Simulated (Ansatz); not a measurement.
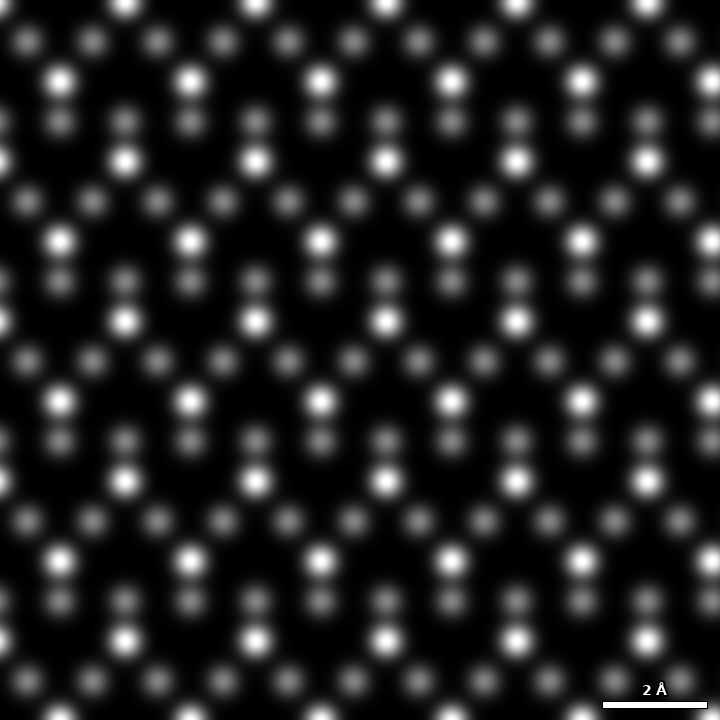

Dark-field STEM-like image of Ni (Pm-3n, No. 223). Simulated incoherent Z contrast: every atom adds Z^1.6 spread by a probe of 0.50 Å full width; channelling and multiple scattering are left out. Atomic positions: the geometry given to an electronic-structure calculation, possibly off equilibrium; the starting structure was generated, so it need not be a known form of this composition.

```
CELL_PARAMETERS angstrom
4.39605 0.00000 0.00000
0.00000 4.39605 0.00000
0.00000 0.00000 4.39605
ATOMIC_POSITIONS crystal
Ni 0.00000 0.00000 0.00000
Ni 0.50000 0.50000 0.50000
Ni 0.25000 0.00000 0.50000
Ni 0.75000 0.00000 0.50000
Ni 0.50000 0.25000 0.00000
Ni 0.50000 0.75000 0.00000
Ni 0.00000 0.50000 0.25000
Ni 0.00000 0.50000 0.75000
```

**Along which zone axis is the crystal seen: [111], [211], [210] or [001]? (Directions equivalent by symmetry count as one.)**

[211]. The projected cells are 3.59 × 3.59 Å, 120° for [111]; 2.54 × 3.11 Å, 90° for [211]; 1.97 × 4.40 Å, 90° for [210]; 4.40 × 4.40 Å, 90° for [001], and the image repeats as the [211] one does.
